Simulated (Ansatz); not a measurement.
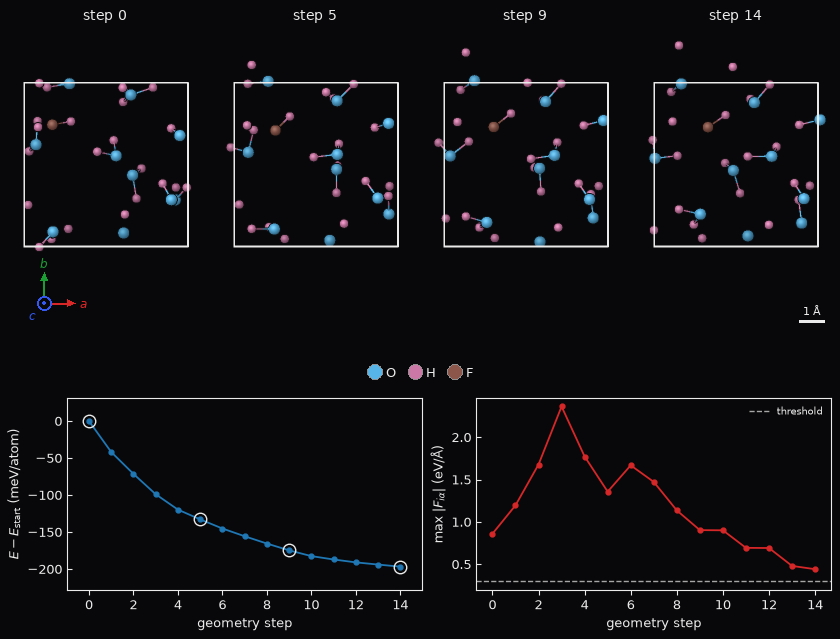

Frames of a relaxation of an amorphous cell of composition H21O10F, marked on the history of the run. A ball-and-stick model of the cell of the calculation, seen along the c axis.

The cell holds 10 H2O + 1 HF. The run prepares the start of a later molecular dynamics calculation, from a guessed geometry.

The calculation used Ansatz 0.2.0, DFT PBE-D3(BJ), scalar-relativistic, plane waves, PAW.

Input
```yaml
crystal:
  lattice:
    - [6.698789, 0.0, 0.0]
    - [0.0, 6.698789, 0.0]
    - [0.0, 0.0, 6.698789]
  atoms:
    - { symbol: O, position: [0.1764835, 0.0898375, 0.7389156] }
    - { symbol: H, position: [0.0928252, -0.0033693, 0.8111616] }
    - { symbol: H, position: [0.1675841, 0.0456093, 0.6015461] }
    - { symbol: O, position: [0.072792, 0.6212974, 0.3260118] }
    - { symbol: H, position: [0.0311801, 0.5809084, 0.1935622] }
    - { symbol: H, position: [0.0822618, 0.7653121, 0.3173053] }
    - { symbol: O, position: [0.5616471, 0.5537804, 0.6581119] }
    - { symbol: H, position: [0.4464776, 0.5785796, 0.7419373] }
    - { symbol: H, position: [0.5468029, 0.6480532, 0.5494933] }
    - { symbol: O, position: [0.66229, 0.4351116, 0.2189516] }
    - { symbol: H, position: [0.7164535, 0.4760847, 0.0913066] }
    - { symbol: H, position: [0.6858256, 0.2925034, 0.2227838] }
    - { symbol: O, position: [0.651202, 0.9250922, 0.4178725] }
    - { symbol: H, position: [0.7864876, 0.9697181, 0.3931329] }
    - { symbol: H, position: [0.6044101, 0.8816885, 0.2881329] }
    - { symbol: O, position: [0.2773231, -0.0065811, 0.14236] }
    - { symbol: H, position: [0.1403477, -0.0284401, 0.1831723] }
    - { symbol: H, position: [0.2697354, 0.1077932, 0.0542315] }
    - { symbol: O, position: [0.898731, 0.2854319, 0.9075187] }
    - { symbol: H, position: [0.926238, 0.3603589, 1.02808] }
    - { symbol: H, position: [0.8452644, 0.3841567, 0.816412] }
    - { symbol: O, position: [0.6076432, 0.0824096, 1.0290105] }
    - { symbol: H, position: [0.6152221, 0.1960814, 0.9399769] }
    - { symbol: H, position: [0.6020438, -0.0314109, 0.9400204] }
    - { symbol: O, position: [0.9224232, 0.2844409, 0.4841208] }
    - { symbol: H, position: [0.9925569, 0.3598045, 0.5856457] }
    - { symbol: H, position: [1.0246291, 0.2535661, 0.38662] }
    - { symbol: O, position: [0.9502827, 0.6772668, 0.9082259] }
    - { symbol: H, position: [0.8977978, 0.7214256, 0.7809426] }
    - { symbol: H, position: [1.085366, 0.7287892, 0.9101338] }
    - { symbol: F, position: [0.1724828, 0.743071, 0.6270887] }
    - { symbol: H, position: [0.2857125, 0.7630653, 0.5482538] }
basis:
  ecutwfc: 420.0
kpoints:
  mp_grid: { grid: [1, 1, 1] }
hamiltonian:
  xc: pbe
  dispersion: d3bj
scf:
  occupations: { method: fermi_dirac, width: 0.02 }
  lower_state_search: "off"
relax:
  f_tol: 0.3
  max_steps: 15
  adjacent_minimum: "off"
```

Launched with:
```bash
ansatz run input.yaml --threads 1 --pin off --max-ram 3072MiB --backend cpu --events-out ev --progress --plain --runs-dir out
```

Describe the path.

The relaxation stopped without meeting its thresholds, so the last structure isn't shown to be converged. It used up its limit of 15 steps. The largest move is that of H11, 1.91 Å roughly along −a. Largest moves by element: H 1.91 Å, O 1.22 Å, F 1.07 Å. The cell doesn't change. Near-neighbour distances that change, for instance: F31–H32 0.934 → 1.012 Å, O13–H14 0.969 → 1.007 Å, O25–H27 0.969 → 0.996 Å, O10–H12 0.969 → 0.992 Å. Bond angles that change, for instance: H11–O10–H12 104.0° → 101.9°, H20–O19–H21 104.0° → 106.0°. After 14 geometry steps the energy has fallen by 197 meV per atom. The largest force component goes from 0.86 to 0.44 eV/Å. The run took 13 s on 1 thread of AMD EPYC 9R45 96-Core Processor (Zen 5) (shared host), peak memory 0.5 GiB. From step 0 to 5: H2 moves most (0.76 Å), energy −133 meV per atom. From step 5 to 9: H27 moves most (0.59 Å), energy −41.9 meV per atom. From step 9 to 14: H11 moves most (0.82 Å), energy −22.0 meV per atom.

```json
{"step": "0", "E − E(0), meV/atom": "0.00", "largest force component, eV/Å": "0.8606"}
{"step": "1", "E − E(0), meV/atom": "-41.83", "largest force component, eV/Å": "1.1958"}
{"step": "2", "E − E(0), meV/atom": "-71.39", "largest force component, eV/Å": "1.6782"}
{"step": "3", "E − E(0), meV/atom": "-98.86", "largest force component, eV/Å": "2.3634"}
{"step": "4", "E − E(0), meV/atom": "-119.67", "largest force component, eV/Å": "1.7729"}
{"step": "5", "E − E(0), meV/atom": "-132.86", "largest force component, eV/Å": "1.3578"}
{"step": "6", "E − E(0), meV/atom": "-145.18", "largest force component, eV/Å": "1.6687"}
{"step": "7", "E − E(0), meV/atom": "-155.64", "largest force component, eV/Å": "1.4727"}
{"step": "8", "E − E(0), meV/atom": "-165.50", "largest force component, eV/Å": "1.1364"}
{"step": "9", "E − E(0), meV/atom": "-174.72", "largest force component, eV/Å": "0.9035"}
{"step": "10", "E − E(0), meV/atom": "-182.47", "largest force component, eV/Å": "0.9013"}
{"step": "11", "E − E(0), meV/atom": "-187.04", "largest force component, eV/Å": "0.6941"}
{"step": "12", "E − E(0), meV/atom": "-190.93", "largest force component, eV/Å": "0.6923"}
{"step": "13", "E − E(0), meV/atom": "-193.89", "largest force component, eV/Å": "0.4807"}
{"step": "14", "E − E(0), meV/atom": "-196.75", "largest force component, eV/Å": "0.4423"}
```

Limits of the set-up: the periodic images lie only 6.7 Å apart, so the values are limited by the cell's size.
